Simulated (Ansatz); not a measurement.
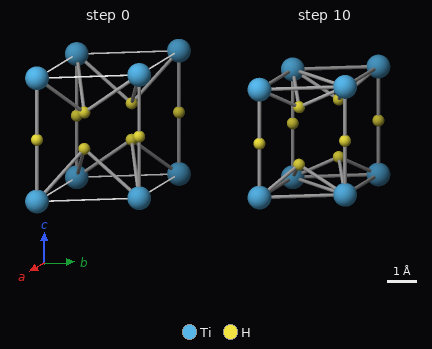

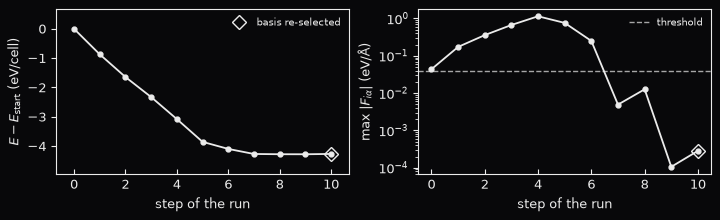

First and last geometry of a relaxation of a crystal of TiH₅ (a generated structure, set up in P6/mmm) (coarse preliminary run), with the history of the run. The picture is a ball-and-stick view of the cell of the calculation, seen slightly off an axis.

All numbers below come from DFT PBE, scalar-relativistic, plane waves, PAW (Ansatz). Settings: plane-wave cutoff 420 eV; k-point mesh 6 × 6 × 4; occupations gaussian; smearing width 0.1 eV; no spin polarisation; cell and atoms relaxed; force threshold 0.04 eV/Å; at most 70 steps.

What do the curves and the structures tell?

It converged. After 9 accepted moves (10 points after the start) the energy has fallen by 4.266 eV per cell of the calculation. The largest force component goes from 0.044 to 0.00028 eV/Å. Pressure: −26.08 GPa at the start and −0.18 GPa at the end. The SCF was repeated once at an unchanged geometry on a basis and grid sized afresh for the cell, which shifted the energy by 11.0 meV per cell of the calculation at most. The largest moves relative to the cell, 0.46 Å, are those of H atoms. Ti stays in place. The volume changes by −38.5 %, with a = b 3.595 → 3.012 Å (−16.2 %), c 4.447 → 3.894 Å (−12.4 %). Some distances before and after: H–Ti 2.601 → 1.962 Å, Ti–Ti 3.595 → 3.012 Å, H–Ti 2.224 → 1.947 Å. The space group stays P6/mmm (No. 191).
